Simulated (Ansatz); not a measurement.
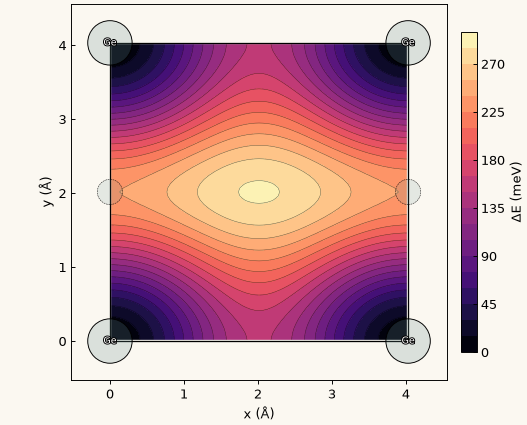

H on a Ge(100) slab cut from the Fd-3m phase, its upper half relaxed before the scan (4 atoms of substrate and one adsorbate in a 1 × 1 cell). 
- H is moved over the surface cell at a fixed height above a rigid substrate; the origin of the map has the adsorbate above Ge4; the height is held at 3.30 Å.
- Places are given modulo a cell vector. The map is drawn in real space over the plane of the surface.
- Grid: 8 × 8 points; 25 points were computed and 39 follow by symmetry.
- All energies are given in meV relative to the lowest grid point.
- The runs have no spin polarisation, so an open-shell adsorbate far from the surface lies too high. With one adsorbate in each 1 × 1 cell, its nearest image is 4.0 Å away, so neighbouring adsorbates interact. At a fixed height the lowest place need not be the adsorption site.
- Method: Ansatz, DFT PBE+D3(BJ), scalar-relativistic, plane waves, PAW. Settings: cutoff 420 eV, k-mesh 7×7×1, gaussian smearing 0.1 eV, no spin polarisation.

Drawn: filled contours, labelled circles for the atoms of the top layer and small ones for the second layer, the outline of one cell of the plane. Between grid points the surface is interpolated.

The lowest grid point is at the top site over a surface Ge atom, (0/8, 0/8) of the cell vectors. No other kind of well shows on this grid. The highest grid point, a fourfold hollow over a third-layer Ge atom, (4/8, 4/8) of the cell vectors, lies 287 meV above the lowest. On the interpolated surface the easiest way out of the lowest well to its copy in the next cell or period passes a barrier of about 152 meV.

The scan is repeated with another setting: the height is held at 2.50 Å; all else is set up alike.

**What does this change do to the map?**

The lowest place stays at the top site over a surface Ge atom, (0/8, 0/8) of the cell vectors. The span from the lowest to the highest grid point grows from 287 to 1083 meV. The easiest pass out of the lowest well goes from about 152 to about 610 meV on the interpolated surfaces. In the new map: at the lowest point the adsorbate has 1 Ge at 2.50 Å as nearest neighbours, at the highest 4 Ge at 3.79 Å.

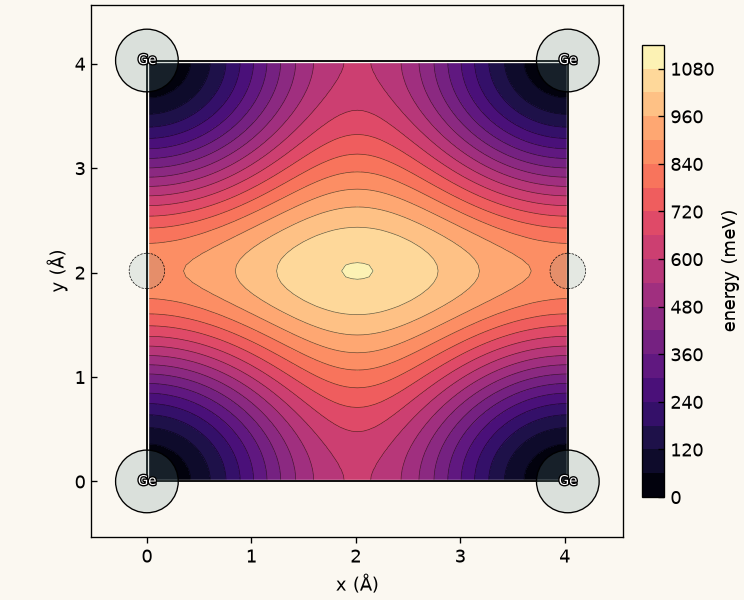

The map after the change, on a colour scale of its own. The picture shows filled contours, labelled circles for the atoms of the top layer and small ones for the second layer, the outline of one cell of the plane. Between grid points the surface is interpolated.

PAW datasets: the set soft_1.
